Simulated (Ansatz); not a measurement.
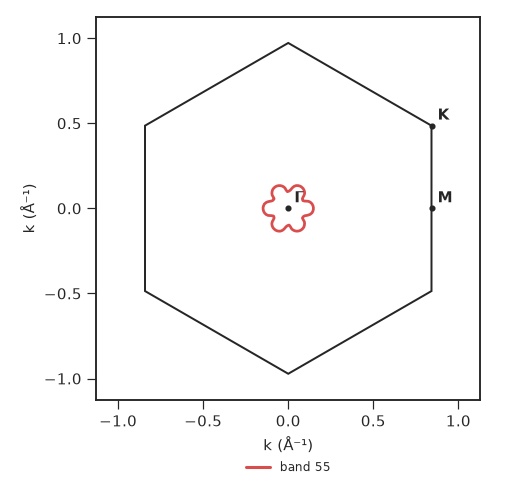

Constant-energy contours of one free-standing GeSb2Te4 layer cut from the bulk crystal (space group of the slab cell P3m1), 0.20 eV above the conduction-band minimum (one colour a band).

All numbers here come from Ansatz 0.2.0, DFT PBE, scalar-relativistic, plane waves, PAW; levels and slopes on a dense k mesh at the converged density. No spin polarisation. k mesh for the levels: 54×54×1. Unrelaxed database geometry. The cell comes from a database of computed structures, not from a measurement.

Masses come from a second pass at points close to the extrema; at the energies drawn a band may no longer be parabolic.

### Describe the band extrema that these surfaces surround.

Band 55 forms the conduction edge. Within this energy: one minimum at Γ, mass 0.093 mₑ in all directions; six equivalent minima on the Γ–M line, 0.13 eV above the edge, principal masses 0.093 and 0.20 mₑ. Further from the edge, not drawn: three equivalent minima at M, 0.46 eV above the edge, principal masses 0.12 and 1.78 mₑ; six equivalent minima on the Γ–M line, 0.49 eV above the edge, principal masses 0.13 and 1.45 mₑ.

Spin-orbit coupling, left out here, can change the gap, its kind, the place of the band edges and the masses, since the compound holds Sb and Te.

The run (self-consistency and the dense mesh) took 9 min on 2 threads of Arm Neoverse V1 (shared host), peak memory 2.8 GiB.
